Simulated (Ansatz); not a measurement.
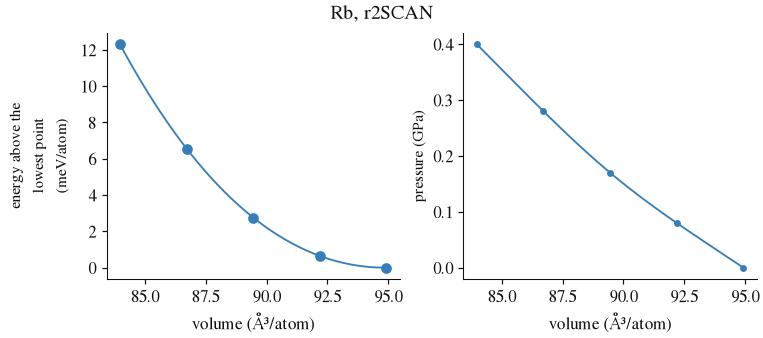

The picture above shows the energy above the lowest point and pressure against volume for Rb, space group Im-3m (No. 229) (one of a set of cubic test structures, which need not be the stable phase).

Method: equation of state of a cubic crystal from periodic Kohn-Sham density functional theory without spin, third-order Birch-Murnaghan fit to the free energies; pressure corrected for the finite basis (Ansatz 0.2.0 development build). Level: r2SCAN.

```tsv
setting	value
structure type	bcc
atoms in cell	1
space group number	229
lattice centring	body-centred primitive
k mesh	9×9×9
occupation method	Fermi–Dirac
occupation width	0.1 eV
wave cutoff	500 eV
datasets	soft-1 PAW
density tolerance	1e-07 eV
bands	9
density cutoff ratio	4
search for lower states	default
```

How stiff is the solid, and where is its volume at rest?

A third-order Birch–Murnaghan fit gives V0 = 94.88 Å³/atom, B0 = 2.6 GPa and B′ = 3.8.

How does the pressure vary with volume?

It falls from 0.40 GPa at volume 83.98 Å³/atom to 0.00 GPa at 94.93 Å³/atom.

The computed values:

```
volume (Å³/atom)  energy above the lowest point (meV/atom)  pressure (GPa)
           83.98                                      12.3            0.40
           86.71                                       6.6            0.28
           89.45                                       2.8            0.17
           92.19                                       0.7            0.08
           94.93                                       0.0            0.00
```
